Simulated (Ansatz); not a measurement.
B

```
B
1.0
     1.65136    0.00000    0.00000
    -0.82568    1.43012    0.00000
     0.00000    0.00000    3.52636
B
1
Direct
  0.00000 0.00000 0.00000
```

Space group P6/mmm; a structure from a database of computed crystals, not necessarily the ambient phase; changed on purpose from its base cell (strain -0.030 along x and y, -0.030 along z, atoms carried along); computed pressure about 22 GPa in this cell; computed without spin polarisation.

Method: Ansatz, DFT r2SCAN, scalar-relativistic, plane waves, PAW.

The density is the valence pseudo-density of a PAW calculation; it isn't the true density close to the nuclei.

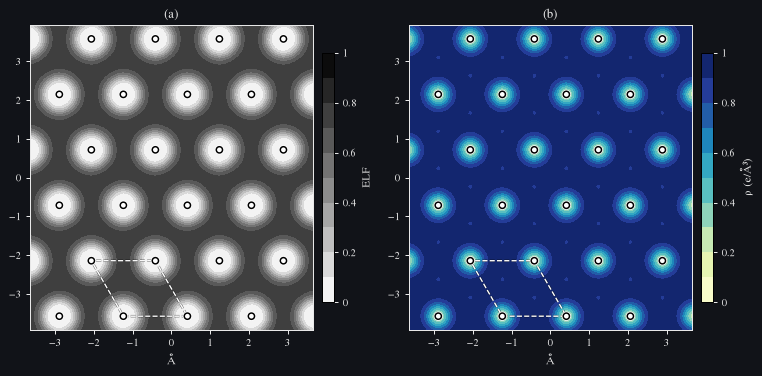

Figure 1. (a) electron localisation function; (b) valence charge density (pseudo) on the (001) plane of the conventional cell. Circles mark the nuclei in the plane (B).

Q: Read the bonding off the picture.

A: The plane passes through B nuclei.
B–B (1.65 Å): the density is about 0.93 e/Å³ at the midpoint; the ELF peaks at about 0.75 between the atoms.
Between the atoms the lowest density in this plane is 0.9 e/Å³.

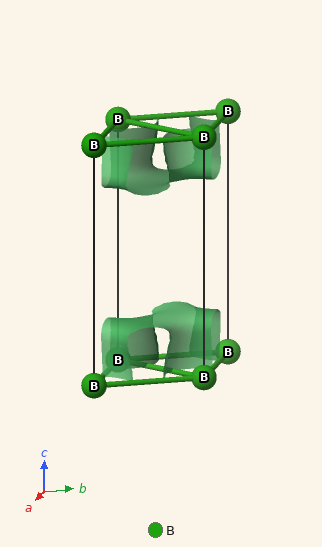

Figure 2. Isosurface of the ELF at 0.6 (green), seen slightly off an axis. Only the valence region is drawn (cores and ρ < 0.01 e/Å³ removed). Sticks mark near contacts.

Q: What do the ELF domains correspond to?

A: The ELF exceeds this value in sheets that run through the cell in two directions, counted in one cell of 1 atoms. Regions shared between cells count once. There are no localised bonds or lone pairs at this value.

Q: Does the calculation give a band gap?

A: It is gapless in this calculation (a metal or semimetal).
